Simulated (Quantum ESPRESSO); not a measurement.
# Energy of TiAl along an even scaling of the cell

System: TiAl (2 atoms in the cell).
Method: Kohn-Sham DFT of a periodic cell, PBE, SSSP 1.3 efficiency PBE, no spin polarisation (Quantum ESPRESSO 7.5).

The 7 runs differ only in the geometry, by an even scaling of the cell at fixed fractional positions. The structure derives from an entry of the Crystallography Open Database.

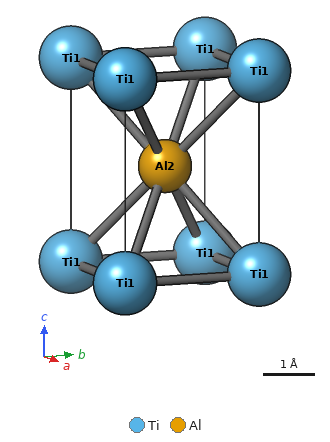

Figure 1. The structure of run 4 (ball-and-stick view of the cell of the calculation, seen slightly off an axis; atoms are numbered from 1 in the order of the input).

**The input of run 4**
```
&CONTROL
  calculation = 'scf'
  prefix = 'pwscf'
  outdir = './tmp'
  pseudo_dir = './pseudo'
  tprnfor = .true.
  tstress = .true.
  disk_io = 'low'
/
&SYSTEM
  ibrav = 0
  nat = 2
  ntyp = 2
  ecutwfc = 55
  ecutrho = 440
  nbnd = 13
  occupations = 'smearing'
  smearing = 'fd'
  degauss = 0.00367493
/
&ELECTRONS
  conv_thr = 4d-10
  electron_maxstep = 120
  mixing_beta = 0.5
/
ATOMIC_SPECIES
Ti    47.8670 ti_pbe_v1.4.uspp.F.UPF
Al    26.9815 Al.pbe-n-kjpaw_psl.1.0.0.UPF
CELL_PARAMETERS angstrom
   2.8373000000    0.0000000000    0.0000000000
   0.0000000000    2.8373000000    0.0000000000
   0.0000000000    0.0000000000    4.0591000000
ATOMIC_POSITIONS crystal
Ti     0.0000000000    0.0000000000    0.0000000000
Al     0.5000000000    0.5000000000    0.5000000000
K_POINTS automatic
9 9 7 0 0 0
```

**File pp_density.in of run 4**
```
&INPUTPP
  prefix = 'pwscf'
  outdir = './tmp'
  filplot = 'density.dat'
  plot_num = 0
/
&PLOT
  nfile = 1
  filepp(1) = 'density.dat'
  iflag = 3
  output_format = 6
  fileout = 'density.cube'
/
```

**File pp_potential.in of run 4**
```
&INPUTPP
  prefix = 'pwscf'
  outdir = './tmp'
  filplot = 'potential.dat'
  plot_num = 11
/
&PLOT
  nfile = 1
  filepp(1) = 'potential.dat'
  iflag = 3
  output_format = 6
  fileout = 'potential.cube'
/
```

Command:
```bash
OMP_NUM_THREADS=1 pw.x -in pw.in > pw.out
OMP_NUM_THREADS=1 pp.x -in pp_density.in > pp_density.out
OMP_NUM_THREADS=1 pp.x -in pp_potential.in > pp_potential.out
```

Run 5 has the same physical settings and fractional positions; its lattice vectors (Å) are:
```
   2.856091    0.000000    0.000000
   0.000000    2.856091    0.000000
   0.000000    0.000000    4.085982
```

**Results, with one run withheld**

| run | volume per atom (Å³) | free energy per atom, from the lowest run given (meV) | pressure (GPa) |
| --- | --- | --- | --- |
| 1 | 15.358 | 18.66 | 7.14 |
| 2 | 15.685 | 7.06 | 4.28 |
| 3 | 16.012 | 1.02 | 1.69 |
| 4 | 16.338 | 0.00 | −0.65 |
| 5 | 16.665 | ? | ? |
| 6 | 16.992 | 11.19 | −4.69 |
| 7 | 17.319 | 22.57 | −6.43 |

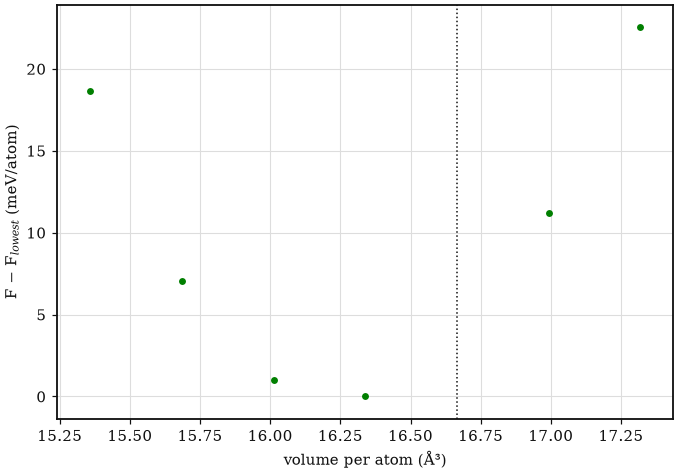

Figure 2. Free energy per atom of the runs given; the dotted line marks run 5.

Estimate the energy of run 5 from the others.

A cubic polynomial in V^(−2/3) (the Birch–Murnaghan form), fitted to the 6 runs given, misses them by under 0.01 meV per atom. With x = V^(−2/3) − 0.15581 Å⁻², it reads F = −0.18217 − 106.68 x + 5.3477e+05 x² − 72996 x³ (meV per atom). At run 5 it gives 3.53 meV per atom, and the run itself gives 3.53. The slope of the fit gives a pressure −dF/dV of −2.77 GPa there, and the run prints −2.78 GPa. The fit has its minimum at 16.244 Å³ per atom, where V d²F/dV² gives 114 GPa. Cell shape and fractional positions are held, so this is the stiffness under even scaling; the relaxed bulk modulus wasn't computed.

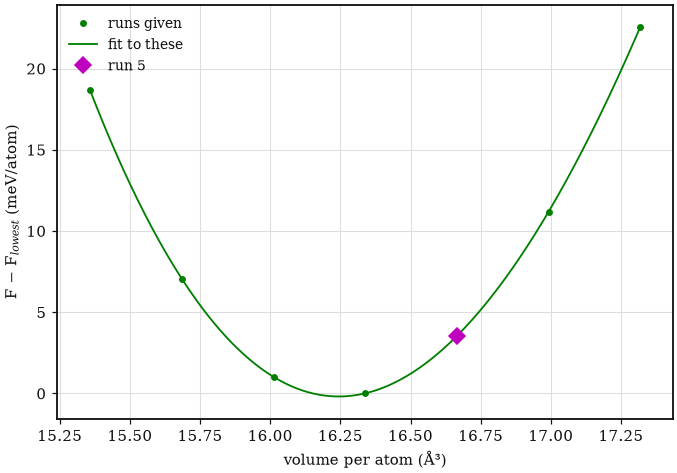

Figure 3. The fit and the withheld run.

**Some lines of the output (run 5)**
```
[...]
     total energy              =    -158.60123848 Ry
     total energy              =    -158.68369871 Ry
     total energy              =    -158.80919242 Ry
     total energy              =    -158.81255724 Ry
     total energy              =    -158.81261996 Ry
     total energy              =    -158.81262746 Ry
     total energy              =    -158.81262997 Ry
     total energy              =    -158.81263005 Ry
     total energy              =    -158.81263006 Ry
     the Fermi energy is    10.6282 ev
!    total energy              =    -158.81263006 Ry
     The total energy is F=E-TS. E is the sum of the following terms:
     Computing stress (Cartesian axis) and pressure
          total   stress  (Ry/bohr**3)                   (kbar)     P=      -27.77
```

Notes on the run: negative rho.
